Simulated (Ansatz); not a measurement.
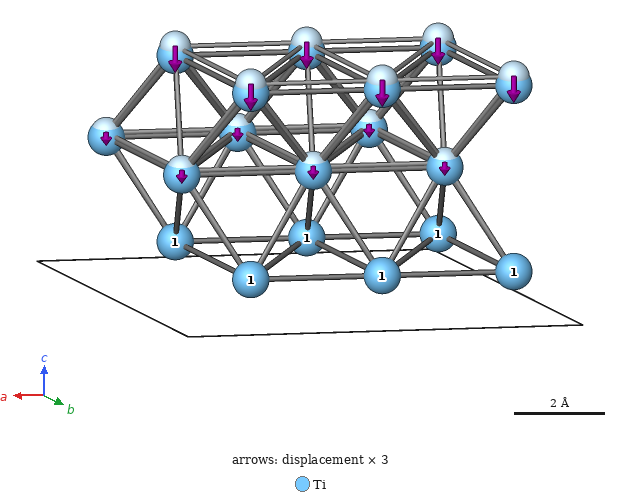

A constrained relaxation of a slab of composition Ti (cut from the P6_3/mmc phase). The starting structure is drawn faded, the final one solid; purple arrows show the displacements, magnified 3 times.

The picture is a ball-and-stick view of the 3 × 2 repeat of the cell, outlined in the plane, without the vacuum, seen from a free direction.

Case: clean slab, lower half held. The slab is the (0 0 1) face of Ti. 1 atoms are held fixed.

Method: DFT r2SCAN, scalar-relativistic, plane waves, PAW in Ansatz. Set-up: plane-wave cutoff 500 eV; k-point mesh 12 × 12 × 1; occupations gaussian; smearing width 0.1 eV; no spin polarisation; dipole correction; atoms relaxed in a fixed cell; force threshold 0.03 eV/Å; at most 70 steps.

Q: What did the optimiser do to the structure, and how much energy did it gain?

A: The largest move is that of a Ti atom, 0.21 Å along the normal (−c). The lattice vectors keep their values. Some distances before and after: Ti–Ti 2.872 → 2.786 Å. The energy falls by 42.2 meV per cell of the calculation in 2 geometry steps. The largest force component goes from 0.37 to 0.0023 eV/Å. Cost: 30 s on 2 threads of Intel(R) Xeon(R) Platinum 8259CL CPU @ 2.50GHz (Skylake/Cascade Lake), on a shared host, peak memory 0.84 GiB.
